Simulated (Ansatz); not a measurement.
# Geometry relaxation, with input and output: C (part 4 of 4)

The same run, continued: C (slab, 7 atoms in the cell); DFT PBE+D3(BJ), scalar-relativistic, plane waves, PAW, spin-polarised (Ansatz 0.2.0); cutoff 420 eV, 12×12×1 k-mesh, Gaussian smearing of 0.05 eV, collinear spins. The structure derives from an entry of the Crystallography Open Database. The input holds or restrains some coordinates. Forces given for the steps count only the free coordinates. It belongs to a series of runs on one base structure; here: C put at a hollow C-C site.

Geometry of the input (Å; fractional positions):
```
2.4650  0.0000  0.0000
-1.2325  2.1348  0.0000
0.0000  0.0000  25.6987
C  0.6667  0.3333  0.3308
C  0.3333  0.6667  0.3308
C  0.3333  0.6667  0.4611
C  0.0000  0.0000  0.4611
C  0.0000  0.0000  0.5914
C  0.6667  0.3333  0.5914
C  0.3333  0.6667  0.6124
```

Output, continued:
```
--- Relaxed structure (17 steps of the walk, 17 accepted, 0 SCFs on fresh bases) ---
  F+E_penalty+E_count = -1751.81603358 eV   max|allowed force component| = 1.360e-2 eV/Å
  atoms:
    - { symbol: C, position: [0.6666666666666667, 0.3333333333333333, 0.3307558716] }
    - { symbol: C, position: [0.3333333333333333, 0.6666666666666667, 0.3308185209] }
    - { symbol: C, position: [0.3333333333333333, 0.6666666666666667, 0.4614790486725091] }
    - { symbol: C, position: [5.436486218162794e-18, -9.236887547520014e-17, 0.46150690853057674] }
    - { symbol: C, position: [5.889012581436762e-18, -9.19163491119323e-17, 0.5929175297954364] }
    - { symbol: C, position: [0.6666666666666667, 0.3333333333333333, 0.5929546774068147] }
    - { symbol: C, position: [0.33333333333333337, 0.6666666666666667, 0.7248795157513824] }
--- Löwdin populations: 7 sites ---
  site symbol       q [e]    m [muB]
     0      C      3.9586     0.0000
     1      C      3.9599    -0.0000
     2      C      3.9640     0.0000
     3      C      3.9661    -0.0000
     4      C      3.9506    -0.0001
     5      C      3.9504    -0.0000
     6      C      4.0184    -0.0260
  spilling = 0.008286 (of n_electrons = 28.000000)
```

Trajectory as extended XYZ (Å, eV, eV/Å), 17 frames, from step=1 to step=17:
```
7
Lattice="2.4650 0.0000 0.0000 -1.2325 2.1348 0.0000 0.0000 0.0000 25.6987" Properties=species:S:1:pos:R:3:forces:R:3 step=1 energy=-1742.49269
C     1.2325    0.7116    8.5000    0.0000   0.0000   0.0107
C     0.0000    1.4232    8.5016    0.0000   0.0000  -0.0174
C     0.0000    1.4232   11.8486    0.0000   0.0000   0.0025
C     0.0000    0.0000   11.8502    0.0000   0.0000  -0.0207
C     0.0000    0.0000   15.1971    0.0000   0.0000  -4.8932
C     1.2325    0.7116   15.1987    0.0000   0.0000  -4.8777
C     0.0000    1.4232   15.7387    0.0000   0.0000   9.7959
7
Lattice="2.4650 0.0000 0.0000 -1.2325 2.1348 0.0000 0.0000 0.0000 25.6987" Properties=species:S:1:pos:R:3:forces:R:3 step=2 energy=-1743.41954
C     1.2325    0.7116    8.5000    0.0000   0.0000  -0.0118
C     0.0000    1.4232    8.5016    0.0000   0.0000  -0.0338
C     0.0000    1.4232   11.7578    0.0000   0.0000   0.0295
C     0.0000    0.0000   11.7585    0.0000   0.0000   0.0388
C     0.0000    0.0000   15.2488    0.0000   0.0000  -4.9423
C     1.2325    0.7116   15.2506    0.0000   0.0000  -4.9218
C     0.0000    1.4232   15.8849    0.0000   0.0000   9.8412
7
Lattice="2.4650 0.0000 0.0000 -1.2325 2.1348 0.0000 0.0000 0.0000 25.6987" Properties=species:S:1:pos:R:3:forces:R:3 step=3 energy=-1745.21256
C     1.2325    0.7116    8.5000    0.0000   0.0000   0.0281
C     0.0000    1.4232    8.5016    0.0000   0.0000  -0.0049
C     0.0000    1.4232   11.9505    0.0000   0.0000  -0.0411
C     0.0000    0.0000   11.9516    0.0000   0.0000  -0.0630
C     0.0000    0.0000   15.1375    0.0000   0.0000  -4.0572
C     1.2325    0.7116   15.1395    0.0000   0.0000  -4.0729
C     0.0000    1.4232   15.9782    0.0000   0.0000   8.2110
7
Lattice="2.4650 0.0000 0.0000 -1.2325 2.1348 0.0000 0.0000 0.0000 25.6987" Properties=species:S:1:pos:R:3:forces:R:3 step=4 energy=-1747.38837
C     1.2325    0.7116    8.5000    0.0000   0.0000   0.0288
C     0.0000    1.4232    8.5016    0.0000   0.0000  -0.0067
C     0.0000    1.4232   11.9427    0.0000   0.0000  -0.0778
C     0.0000    0.0000   11.9430    0.0000   0.0000  -0.0909
C     0.0000    0.0000   15.0463    0.0000   0.0000  -3.5262
C     1.2325    0.7116   15.0483    0.0000   0.0000  -3.6094
C     0.0000    1.4232   16.1734    0.0000   0.0000   7.2822
7
Lattice="2.4650 0.0000 0.0000 -1.2325 2.1348 0.0000 0.0000 0.0000 25.6987" Properties=species:S:1:pos:R:3:forces:R:3 step=5 energy=-1749.30263
C     1.2325    0.7116    8.5000    0.0000   0.0000   0.0302
C     0.0000    1.4232    8.5016    0.0000   0.0000  -0.0078
C     0.0000    1.4232   11.9394    0.0000   0.0000  -0.1423
C     0.0000    0.0000   11.9395    0.0000   0.0000  -0.1228
C     0.0000    0.0000   14.9523    0.0000   0.0000  -2.5339
C     1.2325    0.7116   14.9532    0.0000   0.0000  -2.6297
C     0.0000    1.4232   16.3683    0.0000   0.0000   5.4062
7
Lattice="2.4650 0.0000 0.0000 -1.2325 2.1348 0.0000 0.0000 0.0000 25.6987" Properties=species:S:1:pos:R:3:forces:R:3 step=6 energy=-1750.33359
C     1.2325    0.7116    8.5000    0.0000   0.0000   0.0267
C     0.0000    1.4232    8.5016    0.0000   0.0000  -0.0061
C     0.0000    1.4232   11.9305    0.0000   0.0000  -0.1954
C     0.0000    0.0000   11.9313    0.0000   0.0000  -0.1282
C     0.0000    0.0000   14.8640    0.0000   0.0000  -1.2636
C     1.2325    0.7116   14.8626    0.0000   0.0000  -1.2894
C     0.0000    1.4232   16.5633    0.0000   0.0000   2.8559
7
Lattice="2.4650 0.0000 0.0000 -1.2325 2.1348 0.0000 0.0000 0.0000 25.6987" Properties=species:S:1:pos:R:3:forces:R:3 step=7 energy=-1750.86589
C     1.2325    0.7116    8.5000    0.0000   0.0000   0.0178
C     0.0000    1.4232    8.5016    0.0000   0.0000  -0.0086
C     0.0000    1.4232   11.8884    0.0000   0.0000  -0.1856
C     0.0000    0.0000   11.8916    0.0000   0.0000  -0.1822
C     0.0000    0.0000   14.8062    0.0000   0.0000  -0.7177
C     1.2325    0.7116   14.8032    0.0000   0.0000  -0.6377
C     0.0000    1.4232   16.7580    0.0000   0.0000   1.7138
7
Lattice="2.4650 0.0000 0.0000 -1.2325 2.1348 0.0000 0.0000 0.0000 25.6987" Properties=species:S:1:pos:R:3:forces:R:3 step=8 energy=-1751.23341
C     1.2325    0.7116    8.5000    0.0000   0.0000   0.0070
C     0.0000    1.4232    8.5016    0.0000   0.0000  -0.0160
C     0.0000    1.4232   11.8365    0.0000   0.0000  -0.1609
C     0.0000    0.0000   11.8412    0.0000   0.0000  -0.2026
C     0.0000    0.0000   14.7598    0.0000   0.0000  -0.5660
C     1.2325    0.7116   14.7571    0.0000   0.0000  -0.4116
C     0.0000    1.4232   16.9527    0.0000   0.0000   1.3510
7
Lattice="2.4650 0.0000 0.0000 -1.2325 2.1348 0.0000 0.0000 0.0000 25.6987" Properties=species:S:1:pos:R:3:forces:R:3 step=9 energy=-1751.50111
C     1.2325    0.7116    8.5000    0.0000   0.0000  -0.0025
C     0.0000    1.4232    8.5016    0.0000   0.0000  -0.0231
C     0.0000    1.4232   11.7999    0.0000   0.0000  -0.1648
C     0.0000    0.0000   11.8055    0.0000   0.0000  -0.2215
C     0.0000    0.0000   14.6999    0.0000   0.0000  -0.2654
C     1.2325    0.7116   14.6992    0.0000   0.0000  -0.1338
C     0.0000    1.4232   17.1477    0.0000   0.0000   0.8109
7
Lattice="2.4650 0.0000 0.0000 -1.2325 2.1348 0.0000 0.0000 0.0000 25.6987" Properties=species:S:1:pos:R:3:forces:R:3 step=10 energy=-1751.64537
C     1.2325    0.7116    8.5000    0.0000   0.0000  -0.0259
C     0.0000    1.4232    8.5016    0.0000   0.0000  -0.0380
C     0.0000    1.4232   11.7234    0.0000   0.0000  -0.0899
C     0.0000    0.0000   11.7291    0.0000   0.0000  -0.1605
C     0.0000    0.0000   14.6854    0.0000   0.0000  -0.0609
C     1.2325    0.7116   14.6877    0.0000   0.0000  -0.0470
C     0.0000    1.4232   17.3424    0.0000   0.0000   0.4222
7
Lattice="2.4650 0.0000 0.0000 -1.2325 2.1348 0.0000 0.0000 0.0000 25.6987" Properties=species:S:1:pos:R:3:forces:R:3 step=11 energy=-1751.72632
C     1.2325    0.7116    8.5000    0.0000   0.0000  -0.0583
C     0.0000    1.4232    8.5016    0.0000   0.0000  -0.0619
C     0.0000    1.4232   11.6398    0.0000   0.0000   0.0063
C     0.0000    0.0000   11.6453    0.0000   0.0000  -0.0722
C     0.0000    0.0000   14.7091    0.0000   0.0000   0.0055
C     1.2325    0.7116   14.7137    0.0000   0.0000  -0.0800
C     0.0000    1.4232   17.5417    0.0000   0.0000   0.2605
7
Lattice="2.4650 0.0000 0.0000 -1.2325 2.1348 0.0000 0.0000 0.0000 25.6987" Properties=species:S:1:pos:R:3:forces:R:3 step=12 energy=-1751.76451
C     1.2325    0.7116    8.5000    0.0000   0.0000  -0.0549
C     0.0000    1.4232    8.5016    0.0000   0.0000  -0.0586
C     0.0000    1.4232   11.6490    0.0000   0.0000   0.0025
C     0.0000    0.0000   11.6540    0.0000   0.0000  -0.0632
C     0.0000    0.0000   14.7310    0.0000   0.0000   0.0545
C     1.2325    0.7116   14.7348    0.0000   0.0000  -0.0153
C     0.0000    1.4232   17.7417    0.0000   0.0000   0.1350
7
Lattice="2.4650 0.0000 0.0000 -1.2325 2.1348 0.0000 0.0000 0.0000 25.6987" Properties=species:S:1:pos:R:3:forces:R:3 step=13 energy=-1751.78776
C     1.2325    0.7116    8.5000    0.0000   0.0000  -0.0445
C     0.0000    1.4232    8.5016    0.0000   0.0000  -0.0512
C     0.0000    1.4232   11.6750    0.0000   0.0000  -0.0201
C     0.0000    0.0000   11.6772    0.0000   0.0000  -0.0061
C     0.0000    0.0000   14.8170    0.0000   0.0000   0.0120
C     1.2325    0.7116   14.8176    0.0000   0.0000   0.0368
C     0.0000    1.4232   17.9417    0.0000   0.0000   0.0731
7
Lattice="2.4650 0.0000 0.0000 -1.2325 2.1348 0.0000 0.0000 0.0000 25.6987" Properties=species:S:1:pos:R:3:forces:R:3 step=14 energy=-1751.80264
C     1.2325    0.7116    8.5000    0.0000   0.0000  -0.0349
C     0.0000    1.4232    8.5016    0.0000   0.0000  -0.0443
C     0.0000    1.4232   11.6989    0.0000   0.0000   0.0311
C     0.0000    0.0000   11.7022    0.0000   0.0000  -0.0069
C     0.0000    0.0000   14.9411    0.0000   0.0000   0.0258
C     1.2325    0.7116   14.9434    0.0000   0.0000  -0.0168
C     0.0000    1.4232   18.1355    0.0000   0.0000   0.0461
7
Lattice="2.4650 0.0000 0.0000 -1.2325 2.1348 0.0000 0.0000 0.0000 25.6987" Properties=species:S:1:pos:R:3:forces:R:3 step=15 energy=-1751.81029
C     1.2325    0.7116    8.5000    0.0000   0.0000  -0.0107
C     0.0000    1.4232    8.5016    0.0000   0.0000  -0.0274
C     0.0000    1.4232   11.7747    0.0000   0.0000  -0.0214
C     0.0000    0.0000   11.7759    0.0000   0.0000   0.0035
C     0.0000    0.0000   15.0156    0.0000   0.0000   0.0197
C     1.2325    0.7116   15.0165    0.0000   0.0000   0.0235
C     0.0000    1.4232   18.3303    0.0000   0.0000   0.0128
7
Lattice="2.4650 0.0000 0.0000 -1.2325 2.1348 0.0000 0.0000 0.0000 25.6987" Properties=species:S:1:pos:R:3:forces:R:3 step=16 energy=-1751.81530
C     1.2325    0.7116    8.5000    0.0000   0.0000   0.0082
C     0.0000    1.4232    8.5016    0.0000   0.0000  -0.0151
C     0.0000    1.4232   11.8501    0.0000   0.0000  -0.0036
C     0.0000    0.0000   11.8519    0.0000   0.0000  -0.0077
C     0.0000    0.0000   15.1769    0.0000   0.0000  -0.0221
C     1.2325    0.7116   15.1760    0.0000   0.0000   0.0324
C     0.0000    1.4232   18.5252    0.0000   0.0000   0.0079
7
Lattice="2.4650 0.0000 0.0000 -1.2325 2.1348 0.0000 0.0000 0.0000 25.6987" Properties=species:S:1:pos:R:3:forces:R:3 step=17 energy=-1751.81603
C     1.2325    0.7116    8.5000    0.0000   0.0000   0.0102
C     0.0000    1.4232    8.5016    0.0000   0.0000  -0.0141
C     0.0000    1.4232   11.8594    0.0000   0.0000  -0.0104
C     0.0000    0.0000   11.8601    0.0000   0.0000   0.0136
C     0.0000    0.0000   15.2372    0.0000   0.0000   0.0064
C     1.2325    0.7116   15.2382    0.0000   0.0000  -0.0065
C     0.0000    1.4232   18.6285    0.0000   0.0000   0.0008
```

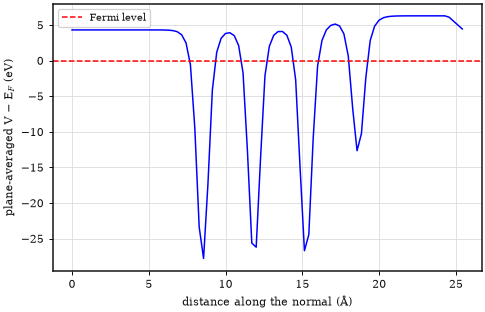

**Figure 1.** Plane average of the electrostatic potential energy of an electron across the cell, from the Fermi level. The vacuum level lies 6.28 eV above the Fermi level on the upper side and 4.30 eV on the lower.

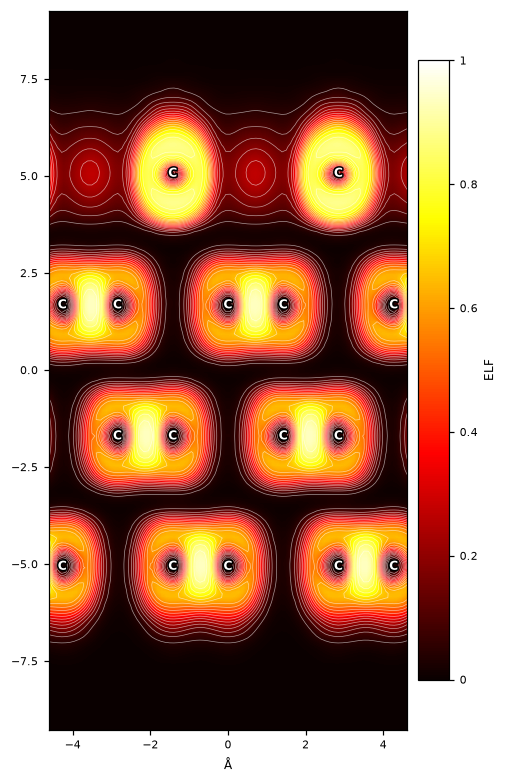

**Figure 2.** ELF on the (110) plane of the calculation cell, a cut from vacuum to vacuum. C–C (1.42 Å): the ELF peaks at about 0.95 between the atoms, which marks a covalent bond. In a PAW calculation such maps are meaningful between the atoms, not at the nuclei.

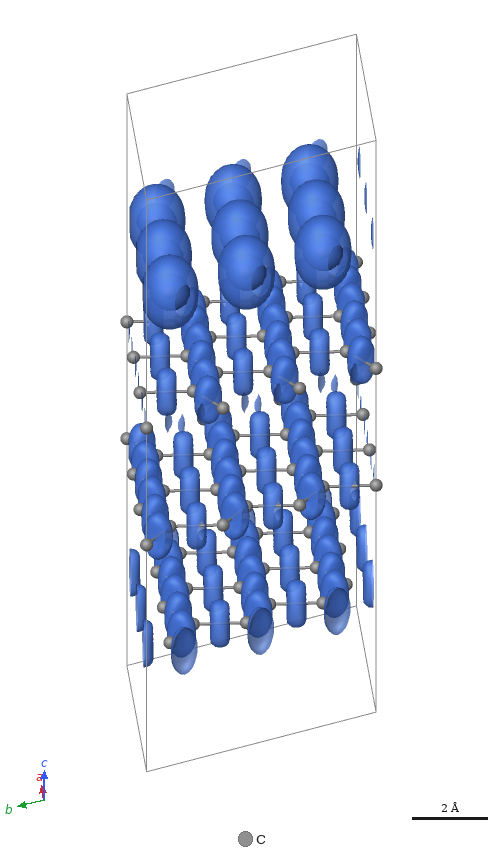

**Figure 3.** Isosurface of the electron localisation function at 0.8 (blue), seen at an oblique angle. Core shells and regions of very low density are left out. Sticks mark near contacts. Along the contacts the grid gives the following. C–C (1.42 Å): the ELF peaks at about 0.95 between the atoms, as expected for localised, shared-pair bonding.

Key numbers:

- outcome: converged under the restraints of the input
- electrons treated: 28
- free energy: −1751.8160 eV
- work function, top face: 6.28 eV
- work function, bottom face: 4.30 eV
- Fermi energy: 0.325 eV
- gap on the k-point mesh: 0.05 eV
- net moment of the cell: −0.03 μB
- integrated absolute moment: 0.03 μB
- final volume: 135.24 Å³
- work function (upper face): 6.28 eV
- largest force (length of the vector) at the end, held atoms and coordinates included: 0.014 eV/Å
- hardware: 1 thread of Arm Neoverse N1, 24 GiB of memory available, shared host
- wall time: 16 min
- peak memory: 0.47 GiB

The electronic state found may not be the lowest one. Notes on the run: the magnetisation did not meet its threshold; some starting moments were not kept; the exchange-correlation potential is rough where the density is thin.
